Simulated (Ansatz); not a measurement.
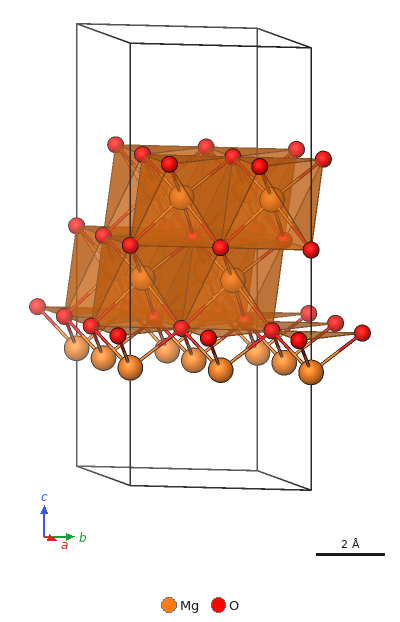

The input geometry (polyhedral view of the cell of the calculation, with the vacuum cut short, seen slightly off an axis; polyhedra are completed across the faces of the cell). An atom can appear more than once, as a periodic image.

## Run report: MgO, molecular dynamics (part 1 of 2)

System: MgO (slab, 24 atoms in the cell).
Method: DFT PBEsol, scalar-relativistic, plane waves, PAW, PAW set soft_1, no spin polarisation (Ansatz 0.2.0).

The structure derives from an entry of the Crystallography Open Database. The input holds or restrains some coordinates. It belongs to a series of runs on one base structure; here: dynamics from the start.

The input
```yaml
crystal:
  lattice:
    - [5.501291, 0.0, 0.0]
    - [2.750645, 4.764258, 0.0]
    - [0.0, 0.0, 16.614731]
  atoms:
    - { symbol: Mg, position: [0.0, 0.0, 0.0601876] }
    - { symbol: O, position: [0.33333338, 0.83333336, 0.1277749] }
    - { symbol: Mg, position: [3.0e-08, 0.5, 0.0601876] }
    - { symbol: O, position: [0.33333335, 0.33333336, 0.1277749] }
    - { symbol: Mg, position: [0.5, 3.0e-08, 0.0601876] }
    - { symbol: O, position: [0.83333338, 0.83333339, 0.1277749] }
    - { symbol: Mg, position: [0.50000003, 0.50000003, 0.0601876] }
    - { symbol: O, position: [0.83333335, 0.33333339, 0.1277749] }
    - { symbol: Mg, position: [0.6666667, 0.66666671, 0.21117973] }
    - { symbol: O, position: [1.00000002, 0.50000006, 0.27980205] }
    - { symbol: Mg, position: [0.66666667, 0.16666671, 0.21117973] }
    - { symbol: O, position: [0.99999999, 6.0e-08, 0.27980205] }
    - { symbol: Mg, position: [0.1666667, 0.66666668, 0.21117973] }
    - { symbol: O, position: [0.50000003, 0.50000003, 0.27980205] }
    - { symbol: Mg, position: [0.16666668, 0.16666668, 0.21117973] }
    - { symbol: O, position: [0.5, 3.0e-08, 0.27980205] }
    - { symbol: Mg, position: [0.33333335, 0.33333336, 0.36285272] }
    - { symbol: O, position: [0.66666667, 0.16666671, 0.43254674] }
    - { symbol: Mg, position: [0.33333338, 0.83333336, 0.36285272] }
    - { symbol: O, position: [0.6666667, 0.66666671, 0.43254674] }
    - { symbol: Mg, position: [0.83333335, 0.33333339, 0.36285272] }
    - { symbol: O, position: [0.16666668, 0.16666668, 0.43254674] }
    - { symbol: Mg, position: [0.83333338, 0.83333339, 0.36285272] }
    - { symbol: O, position: [0.1666667, 0.66666668, 0.43254674] }
basis:
  ecutwfc: 420.0
kpoints:
  mp_grid: { grid: [2, 2, 1] }
hamiltonian:
  xc: pbesol
  pseudopotentials: { kind: paw, azcp: { folder: soft_1 } }
scf:
  occupations: { method: fermi_dirac, width: 0.02 }
  lower_state_search: "off"
md:
  timestep: 1
  n_steps: 260
  ensemble: nve
  temperature: 1800.0
  initial_velocities: maxwell_boltzmann
  seed: 63045
  constraints: [{ sites: [0, 1, 2, 3, 4, 5, 6, 7] }]
```

Hardware: 2 threads of Intel Xeon (Sapphire Rapids), 32 GiB of memory available, shared host.

Run as:
```bash
ansatz run input.yaml --threads 2 --pin off --max-ram 5120MiB --backend cpu --events-out ev --progress --plain --runs-dir out
```

The program's output
```
Warning: md: disabling space-group detection — thermal motion breaks the input geometry's symmetry, so no spatial operation reduces the k-mesh or symmetrises the density; time reversal is kept, so that k and −k are solved as one point where they differ and the mesh holds both, and exact exchange and, on two spinor components, a DFT+U term hold to it where the run has them: on two components no moment then forms, and a state that bears one, which a typed moment (crystal.atoms[].spin; refused beside efield: under a hybrid functional) reaches, can lie lower, under hf by electronvolts; crystal.symmetry.detect: false (a key that needs symmetry detection or time reversal refuses this as the deck is read) with time_reversal: false beside it drops time reversal too
Warning: [file] the record states the generating functional pbe (its physics header spells it `PBE`), which answers neither for hamiltonian.xc's functional nor for the pbesol family's — results may be inconsistent (PPs are generated against a specific XC)
Warning: [file] the record states the generating functional pbe (its physics header spells it `PBE`), which answers neither for hamiltonian.xc's functional nor for the pbesol family's — results may be inconsistent (PPs are generated against a specific XC)
Engine: ansatz 0.2.0, x86_64-unknown-linux-gnu
Pseudopotentials: kind: paw
Pseudopotential: Mg, paw, valence charge 10, recommended cutoff 420 eV (normal), [file]
Pseudopotential: O, paw, valence charge 6, recommended cutoff 420 eV (normal), [file]
Functional definition: PBEsol
  exchange = pbesol_x
  correlation = pbesol_c
Crystal: 24 atoms, lattice volume = 435.465 Å³
Basis set: ecut = 420 eV, 8485 PW (Γ), exchange–correlation on 80×80×240 points (8 copies of the dense FFT grid, shifted against one another)
Bands: 120, of which v1, the nominal top of the filled ones, is band 96 counted from 1 (95 counted from 0)
Symmetry: 1 space group operations
k-points: 4
Non-local potential: Mg, projectors of the file, l = 0: 3, l = 1: 2, l = 2: 1
Non-local potential: O, projectors of the file, l = 0: 2, l = 1: 2, l = 2: 1
PAW form: soft (Blöchl's): semilocal exchange-correlation on the pseudo side does not see the compensation charge
PAW frozen core: Mg, regenerated for the run's functional, and the local potential with it (the file was generated under x = pbe(κ = 0.804, μ = 0.2195149727645171), c = pbe(β = 0.06672455060314922))
PAW frozen core: O, regenerated for the run's functional, and the local potential with it (the file was generated under x = pbe(κ = 0.804, μ = 0.2195149727645171), c = pbe(β = 0.06672455060314922))
PAW one-centre angular grid: Mg, 110 points (default); XC on 64 Gauss nodes
PAW one-centre angular grid: O, 110 points (default); XC on 64 Gauss nodes
Initial density: superposition of atomic densities (neutral atoms: chi_scale 0, normalization atom)
Initial wavefunctions: pseudopotential atomic-orbital guess
Functional: x = pbesol(κ = 0.804, μ = 0.12345679012345678), c = pbesol(β = 0.046)
SCF iter   1: F=—  HF=-29716.127833 eV  |F-HF|=—  |Δ(HF+E_count)|=         —  Δρ=1.29e-1  dr2=2.18e2  ethr=3.10e-3  ⟨swp⟩=9.2  Hψ=2433  notcnv=0  defer=51
preconditioner: auto → Resta (q_TF=auto, 2.380 Å⁻¹)  ε∞=2.1  [insulator: Δε(μ)=2.918 eV  Ē_g=16.743 eV  σ=0.020 eV  W_gap=1.00  n_scr=96 (ndim 8)  ℏωp=17.4 eV  f_vac=0.442  D(μ)=0.00/eV (n_scr^D=0)  ε∞_Penn≈2.1  vacuum switching on, ρ_ref=2.0e-2 e/Å³]
SCF iter   2: F=—  HF=-29897.659650 eV  |F-HF|=—  |Δ(HF+E_count)|=    1.82e2  Δρ=3.26e-1  dr2=5.46e3  ethr=3.10e-3  ⟨swp⟩=13.0  Hψ=2169  notcnv=0  defer=79  recentre
SCF iter   3: F=—  HF=-29706.025604 eV  |F-HF|=—  |Δ(HF+E_count)|=    1.92e2  Δρ=9.50e-2  dr2=1.86e2  ethr=3.10e-3  ⟨swp⟩=7.8  Hψ=1719  notcnv=0  defer=73
SCF iter   4: F=—  HF=-29689.766825 eV  |F-HF|=—  |Δ(HF+E_count)|=    1.63e1  Δρ=5.68e-2  dr2=1.03e2  ethr=3.10e-3  ⟨swp⟩=2.5  Hψ=737  notcnv=0  defer=80
SCF iter   5: F=—  HF=-29692.496869 eV  |F-HF|=—  |Δ(HF+E_count)|=    2.73e0  Δρ=8.03e-2  dr2=3.01e2  ethr=3.10e-3  ⟨swp⟩=4.5  Hψ=941  notcnv=0  defer=64  recentre
SCF iter   6: F=—  HF=-29689.057833 eV  |F-HF|=—  |Δ(HF+E_count)|=    3.44e0  Δρ=6.95e-2  dr2=1.03e2  ethr=3.10e-3  ⟨swp⟩=4.2  Hψ=797  notcnv=0  defer=62
SCF iter   7: F=—  HF=-29692.574742 eV  |F-HF|=—  |Δ(HF+E_count)|=    3.52e0  Δρ=7.85e-2  dr2=3.02e2  ethr=3.10e-3  ⟨swp⟩=4.5  Hψ=771  notcnv=0  defer=64  recentre
SCF iter   8: F=—  HF=-29687.517762 eV  |F-HF|=—  |Δ(HF+E_count)|=    5.06e0  Δρ=4.24e-2  dr2=1.25e1  ethr=3.10e-3  ⟨swp⟩=2.2  Hψ=624  notcnv=0  defer=64
SCF iter   9: F=—  HF=-29686.604377 eV  |F-HF|=—  |Δ(HF+E_count)|=   9.13e-1  Δρ=2.30e-2  dr2=4.54e0  ethr=3.10e-3  ⟨swp⟩=1.2  Hψ=554  notcnv=0  defer=64
SCF iter  10: F=—  HF=-29687.321355 eV  |F-HF|=—  |Δ(HF+E_count)|=   7.17e-1  Δρ=4.67e-2  dr2=1.30e1  ethr=2.37e-3  ⟨swp⟩=2.5  Hψ=731  notcnv=0  defer=64  recentre
SCF iter  11: F=—  HF=-29686.146954 eV  |F-HF|=—  |Δ(HF+E_count)|=    1.17e0  Δρ=2.19e-2  dr2=3.66e0  ethr=2.37e-3  ⟨swp⟩=2.5  Hψ=629  notcnv=0  defer=64
SCF iter  12: F=—  HF=-29686.323379 eV  |F-HF|=—  |Δ(HF+E_count)|=   1.76e-1  Δρ=3.17e-2  dr2=6.46e0  ethr=1.91e-3  ⟨swp⟩=3.0  Hψ=682  notcnv=0  defer=64
SCF iter  13: F=—  HF=-29685.984965 eV  |F-HF|=—  |Δ(HF+E_count)|=   3.38e-1  Δρ=1.28e-2  dr2=1.89e0  ethr=1.91e-3  ⟨swp⟩=2.0  Hψ=555  notcnv=0  defer=64
SCF iter  14: F=—  HF=-29685.869271 eV  |F-HF|=—  |Δ(HF+E_count)|=   1.16e-1  Δρ=1.16e-2  dr2=1.56e0  ethr=9.84e-4  ⟨swp⟩=2.0  Hψ=536  notcnv=0  defer=64
SCF iter  15: F=—  HF=-29685.762164 eV  |F-HF|=—  |Δ(HF+E_count)|=   1.07e-1  Δρ=8.03e-3  dr2=1.03e0  ethr=8.12e-4  ⟨swp⟩=2.0  Hψ=562  notcnv=0  defer=64
SCF iter  16: F=—  HF=-29685.735579 eV  |F-HF|=—  |Δ(HF+E_count)|=   2.66e-2  Δρ=1.89e-2  dr2=2.79e0  ethr=5.36e-4  ⟨swp⟩=3.5  Hψ=589  notcnv=0  defer=62  recentre
SCF iter  17: F=—  HF=-29685.693250 eV  |F-HF|=—  |Δ(HF+E_count)|=   4.23e-2  Δρ=5.23e-3  dr2=6.15e-1  ethr=5.36e-4  ⟨swp⟩=1.5  Hψ=489  notcnv=0  defer=62
SCF iter  18: F=—  HF=-29686.737183 eV  |F-HF|=—  |Δ(HF+E_count)|=    1.04e0  Δρ=5.08e-2  dr2=8.95e1  ethr=3.20e-4  ⟨swp⟩=4.0  Hψ=611  notcnv=0  defer=62  recentre
SCF iter  19: F=—  HF=-29685.687632 eV  |F-HF|=—  |Δ(HF+E_count)|=    1.05e0  Δρ=9.67e-3  dr2=1.33e0  ethr=3.20e-4  ⟨swp⟩=2.8  Hψ=574  notcnv=0  defer=62
SCF iter  20: F=—  HF=-29685.685738 eV  |F-HF|=—  |Δ(HF+E_count)|=   1.89e-3  Δρ=8.11e-3  dr2=1.68e0  ethr=3.20e-4  ⟨swp⟩=1.2  Hψ=419  notcnv=0  defer=62
SCF iter  21: F=—  HF=-29685.683046 eV  |F-HF|=—  |Δ(HF+E_count)|=   2.69e-3  Δρ=6.01e-3  dr2=8.07e-1  ethr=3.20e-4  ⟨swp⟩=1.5  Hψ=452  notcnv=0  defer=62
SCF iter  22: F=—  HF=-29685.696321 eV  |F-HF|=—  |Δ(HF+E_count)|=   1.33e-2  Δρ=4.84e-3  dr2=6.37e-1  ethr=3.20e-4  ⟨swp⟩=1.8  Hψ=469  notcnv=0  defer=62
SCF iter  23: F=—  HF=-29685.684859 eV  |F-HF|=—  |Δ(HF+E_count)|=   1.15e-2  Δρ=3.86e-3  dr2=4.77e-1  ethr=3.20e-4  ⟨swp⟩=2.0  Hψ=497  notcnv=0  defer=62
SCF iter  24: F=—  HF=-29685.680558 eV  |F-HF|=—  |Δ(HF+E_count)|=   4.30e-3  Δρ=5.31e-3  dr2=2.08e-1  ethr=2.48e-4  ⟨swp⟩=2.0  Hψ=458  notcnv=0  defer=62
SCF iter  25: F=—  HF=-29685.678288 eV  |F-HF|=—  |Δ(HF+E_count)|=   2.27e-3  Δρ=2.60e-3  dr2=2.14e-1  ethr=1.08e-4  ⟨swp⟩=2.0  Hψ=596  notcnv=0  defer=62
SCF iter  26: F=—  HF=-29685.677405 eV  |F-HF|=—  |Δ(HF+E_count)|=   8.83e-4  Δρ=3.84e-4  dr2=1.46e-3  ethr=1.08e-4  ⟨swp⟩=1.2  Hψ=420  notcnv=0  defer=62
SCF iter  27: F=—  HF=-29685.677110 eV  |F-HF|=—  |Δ(HF+E_count)|=   2.95e-4  Δρ=3.36e-4  dr2=2.19e-3  ethr=7.59e-7  ⟨swp⟩=2.0  Hψ=608  notcnv=0  defer=62
SCF iter  28: F=—  HF=-29685.677093 eV  |F-HF|=—  |Δ(HF+E_count)|=   1.76e-5  Δρ=1.41e-4  dr2=5.07e-4  ethr=7.59e-7  ⟨swp⟩=1.5  Hψ=424  notcnv=0  defer=62
SCF iter  29: F=—  HF=-29685.677104 eV  |F-HF|=—  |Δ(HF+E_count)|=   1.18e-5  Δρ=1.90e-4  dr2=8.35e-4  ethr=2.64e-7  ⟨swp⟩=1.8  Hψ=573  notcnv=0  defer=62
SCF iter  30: F=—  HF=-29685.677107 eV  |F-HF|=—  |Δ(HF+E_count)|=   2.69e-6  Δρ=1.60e-4  dr2=8.52e-4  ethr=2.64e-7  ⟨swp⟩=1.2  Hψ=419  notcnv=0  defer=62
SCF iter  31: F=—  HF=-29685.677104 eV  |F-HF|=—  |Δ(HF+E_count)|=   3.44e-6  Δρ=3.57e-5  dr2=1.17e-5  ethr=2.64e-7  ⟨swp⟩=1.2  Hψ=419  notcnv=0  defer=62
SCF iter  32: F=—  HF=-29685.677359 eV  |F-HF|=—  |Δ(HF+E_count)|=   2.56e-4  Δρ=1.19e-5  dr2=1.29e-6  ethr=6.08e-9  ⟨swp⟩=1.2  Hψ=466  notcnv=0  defer=62
SCF iter  33: F=—  HF=-29685.677360 eV  |F-HF|=—  |Δ(HF+E_count)|=   2.42e-7  Δρ=4.59e-5  dr2=1.09e-5  ethr=6.71e-10  ⟨swp⟩=2.0  Hψ=494  notcnv=0  defer=62  recentre
[...]
  greatest PAW one-centre occupation: 1.000 electrons in one spin orbital (limit 2), on the Mg atom at site 14 (counted from 0), in its partial waves of l = 1
md step     0: t =     0.00 fs  T =  1800.0 K  F+E_penalty+E_count = -29685.67735938 eV  E_kin = 3.722688 eV  conserved = -29681.95467141 eV  (36 SCF iters)
Initial density: handed on by an earlier stage of this run
Initial wavefunctions: those handed on with the density
preconditioner: auto → LDOS  [metal: Δε(μ)=0.026 eV  Ē_g=13.910 eV  σ=0.020 eV  W_gap=0.31  n_scr=96 (ndim 8)  ℏωp=17.4 eV  f_vac=0.444  D(μ)=34.47/eV (n_scr^D=398)  β→1.0]
  greatest PAW one-centre occupation: 1.000 electrons in one spin orbital (limit 2), on the Mg atom at site 20 (counted from 0), in its partial waves of l = 1
md step     1: t =     1.00 fs  T =  1788.5 K  F+E_penalty+E_count = -29685.65356538 eV  E_kin = 3.698871 eV  conserved = -29681.95469471 eV  (19 SCF iters)
[... from here on the SCF iterations and repeated set-up lines of each step are left out, up to the last step ...]
md step     2: t =     2.00 fs  T =  1754.6 K  F+E_penalty+E_count = -29685.58351650 eV  E_kin = 3.628849 eV  conserved = -29681.95466719 eV  (17 SCF iters)
md step     3: t =     3.00 fs  T =  1699.0 K  F+E_penalty+E_count = -29685.46829289 eV  E_kin = 3.513791 eV  conserved = -29681.95450232 eV  (15 SCF iters)
md step     4: t =     4.00 fs  T =  1623.0 K  F+E_penalty+E_count = -29685.31089619 eV  E_kin = 3.356672 eV  conserved = -29681.95422374 eV  (15 SCF iters)
md step     5: t =     5.00 fs  T =  1529.0 K  F+E_penalty+E_count = -29685.11610225 eV  E_kin = 3.162248 eV  conserved = -29681.95385448 eV  (8 SCF iters)
md step     6: t =     6.00 fs  T =  1420.0 K  F+E_penalty+E_count = -29684.89020177 eV  E_kin = 2.936802 eV  conserved = -29681.95339986 eV  (8 SCF iters)
md step     7: t =     7.00 fs  T =  1299.7 K  F+E_penalty+E_count = -29684.64090523 eV  E_kin = 2.688045 eV  conserved = -29681.95285987 eV  (7 SCF iters)
md step     8: t =     8.00 fs  T =  1172.6 K  F+E_penalty+E_count = -29684.37728059 eV  E_kin = 2.425038 eV  conserved = -29681.95224295 eV  (4 SCF iters)
md step     9: t =     9.00 fs  T =  1043.5 K  F+E_penalty+E_count = -29684.10959027 eV  E_kin = 2.158026 eV  conserved = -29681.95156412 eV  (4 SCF iters)
md step    10: t =    10.00 fs  T =   917.8 K  F+E_penalty+E_count = -29683.84897223 eV  E_kin = 1.898117 eV  conserved = -29681.95085491 eV  (11 SCF iters)
md step    11: t =    11.00 fs  T =   801.1 K  F+E_penalty+E_count = -29683.60692484 eV  E_kin = 1.656761 eV  conserved = -29681.95016425 eV  (5 SCF iters)
md step    12: t =    12.00 fs  T =   698.7 K  F+E_penalty+E_count = -29683.39454601 eV  E_kin = 1.444991 eV  conserved = -29681.94955494 eV  (4 SCF iters)
md step    13: t =    13.00 fs  T =   615.3 K  F+E_penalty+E_count = -29683.22154422 eV  E_kin = 1.272448 eV  conserved = -29681.94909671 eV  (4 SCF iters)
md step    14: t =    14.00 fs  T =   554.3 K  F+E_penalty+E_count = -29683.09517665 eV  E_kin = 1.146329 eV  conserved = -29681.94884731 eV  (4 SCF iters)
md step    15: t =    15.00 fs  T =   517.6 K  F+E_penalty+E_count = -29683.01936264 eV  E_kin = 1.070524 eV  conserved = -29681.94883898 eV  (4 SCF iters)
md step    16: t =    16.00 fs  T =   505.3 K  F+E_penalty+E_count = -29682.99420686 eV  E_kin = 1.045136 eV  conserved = -29681.94907070 eV  (4 SCF iters)
md step    17: t =    17.00 fs  T =   515.7 K  F+E_penalty+E_count = -29683.01606384 eV  E_kin = 1.066562 eV  conserved = -29681.94950226 eV  (4 SCF iters)
md step    18: t =    18.00 fs  T =   545.4 K  F+E_penalty+E_count = -29683.07812802 eV  E_kin = 1.128061 eV  conserved = -29681.95006747 eV  (4 SCF iters)
md step    19: t =    19.00 fs  T =   590.2 K  F+E_penalty+E_count = -29683.17139056 eV  E_kin = 1.220694 eV  conserved = -29681.95069651 eV  (4 SCF iters)
md step    20: t =    20.00 fs  T =   645.2 K  F+E_penalty+E_count = -29683.28573134 eV  E_kin = 1.334405 eV  conserved = -29681.95132612 eV  (11 SCF iters)
md step    21: t =    21.00 fs  T =   705.5 K  F+E_penalty+E_count = -29683.41092800 eV  E_kin = 1.459021 eV  conserved = -29681.95190670 eV  (4 SCF iters)
md step    22: t =    22.00 fs  T =   766.4 K  F+E_penalty+E_count = -29683.53744273 eV  E_kin = 1.585036 eV  conserved = -29681.95240679 eV  (4 SCF iters)
md step    23: t =    23.00 fs  T =   824.0 K  F+E_penalty+E_count = -29683.65694615 eV  E_kin = 1.704135 eV  conserved = -29681.95281103 eV  (4 SCF iters)
md step    24: t =    24.00 fs  T =   874.9 K  F+E_penalty+E_count = -29683.76261114 eV  E_kin = 1.809497 eV  conserved = -29681.95311392 eV  (5 SCF iters)
md step    25: t =    25.00 fs  T =   916.7 K  F+E_penalty+E_count = -29683.84924601 eV  E_kin = 1.895932 eV  conserved = -29681.95331428 eV  (4 SCF iters)
md step    26: t =    26.00 fs  T =   947.7 K  F+E_penalty+E_count = -29683.91333564 eV  E_kin = 1.959922 eV  conserved = -29681.95341380 eV  (4 SCF iters)
md step    27: t =    27.00 fs  T =   966.9 K  F+E_penalty+E_count = -29683.95303616 eV  E_kin = 1.999621 eV  conserved = -29681.95341531 eV  (4 SCF iters)
md step    28: t =    28.00 fs  T =   974.2 K  F+E_penalty+E_count = -29683.96813686 eV  E_kin = 2.014814 eV  conserved = -29681.95332319 eV  (3 SCF iters)
md step    29: t =    29.00 fs  T =   970.3 K  F+E_penalty+E_count = -29683.95997871 eV  E_kin = 2.006832 eV  conserved = -29681.95314665 eV  (3 SCF iters)
md step    30: t =    30.00 fs  T =   956.6 K  F+E_penalty+E_count = -29683.93130347 eV  E_kin = 1.978403 eV  conserved = -29681.95290013 eV  (12 SCF iters)
md step    31: t =    31.00 fs  T =   934.8 K  F+E_penalty+E_count = -29683.88600961 eV  E_kin = 1.933405 eV  conserved = -29681.95260460 eV  (6 SCF iters)
md step    32: t =    32.00 fs  T =   907.3 K  F+E_penalty+E_count = -29683.82881197 eV  E_kin = 1.876526 eV  conserved = -29681.95228619 eV  (4 SCF iters)
md step    33: t =    33.00 fs  T =   876.6 K  F+E_penalty+E_count = -29683.76483064 eV  E_kin = 1.812860 eV  conserved = -29681.95197105 eV  (4 SCF iters)
md step    34: t =    34.00 fs  T =   844.9 K  F+E_penalty+E_count = -29683.69916323 eV  E_kin = 1.747481 eV  conserved = -29681.95168206 eV  (4 SCF iters)
md step    35: t =    35.00 fs  T =   814.8 K  F+E_penalty+E_count = -29683.63651387 eV  E_kin = 1.685079 eV  conserved = -29681.95143523 eV  (4 SCF iters)
md step    36: t =    36.00 fs  T =   788.0 K  F+E_penalty+E_count = -29683.58093508 eV  E_kin = 1.629698 eV  conserved = -29681.95123697 eV  (5 SCF iters)
md step    37: t =    37.00 fs  T =   766.2 K  F+E_penalty+E_count = -29683.53571038 eV  E_kin = 1.584624 eV  conserved = -29681.95108611 eV  (4 SCF iters)
md step    38: t =    38.00 fs  T =   750.6 K  F+E_penalty+E_count = -29683.50335867 eV  E_kin = 1.552381 eV  conserved = -29681.95097737 eV  (4 SCF iters)
md step    39: t =    39.00 fs  T =   742.1 K  F+E_penalty+E_count = -29683.48570822 eV  E_kin = 1.534807 eV  conserved = -29681.95090150 eV  (6 SCF iters)
md step    40: t =    40.00 fs  T =   741.3 K  F+E_penalty+E_count = -29683.48397533 eV  E_kin = 1.533118 eV  conserved = -29681.95085699 eV  (13 SCF iters)
md step    41: t =    41.00 fs  T =   748.5 K  F+E_penalty+E_count = -29683.49879485 eV  E_kin = 1.547947 eV  conserved = -29681.95084782 eV  (6 SCF iters)
md step    42: t =    42.00 fs  T =   763.6 K  F+E_penalty+E_count = -29683.53018887 eV  E_kin = 1.579309 eV  conserved = -29681.95088028 eV  (5 SCF iters)
md step    43: t =    43.00 fs  T =   786.5 K  F+E_penalty+E_count = -29683.57748597 eV  E_kin = 1.626527 eV  conserved = -29681.95095936 eV  (6 SCF iters)
md step    44: t =    44.00 fs  T =   816.3 K  F+E_penalty+E_count = -29683.63923462 eV  E_kin = 1.688145 eV  conserved = -29681.95108956 eV  (4 SCF iters)
md step    45: t =    45.00 fs  T =   851.9 K  F+E_penalty+E_count = -29683.71315738 eV  E_kin = 1.761886 eV  conserved = -29681.95127167 eV  (5 SCF iters)
```
